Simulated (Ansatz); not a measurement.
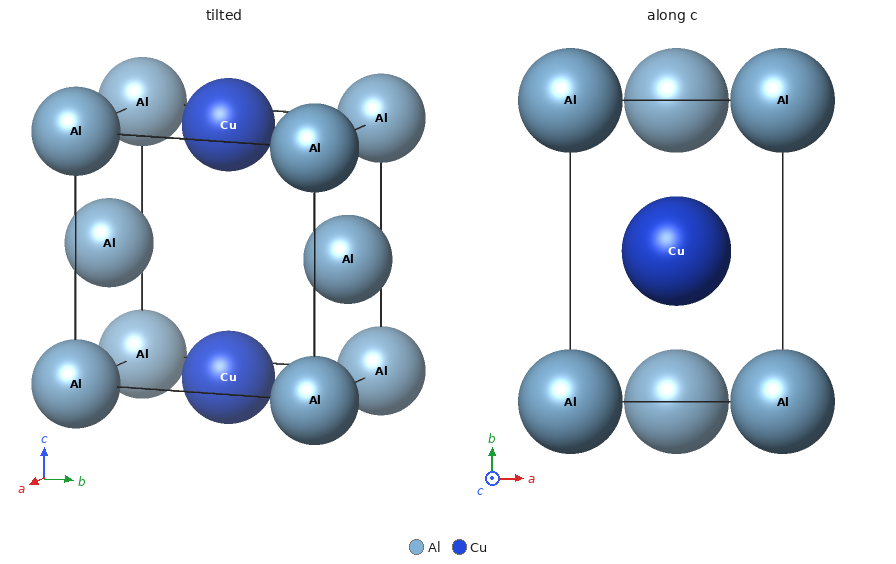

Spheres-only representation of a periodic structure, projected slightly off an axis and along the c axis. The frame is the conventional unit cell; atoms at its boundary are shown with their periodic copies. Cell: a = 2.891 Å, b = 4.105 Å, c = 4.105 Å, α = 90.00°, β = 90.00°, γ = 90.00°.

Characterise what is shown.

Its composition is Al$_{2}$Cu. It takes space group Pmmm (No. 47) on a primitive orthorhombic lattice. Cell content 2 Al, 1 Cu; Z = 1.

The structure was taken from a structure listed in the Materials Project. Earlier steps of the study, as a rule a relaxation of our own, may have changed the cell and positions, so they can lie some per cent off the listed ones. It was run through Ansatz as a DFT input.

At this level of theory the run's own cell isn't at rest (compressed, at 5 GPa), so its distances can differ from those at equilibrium, the more so the softer the solid.
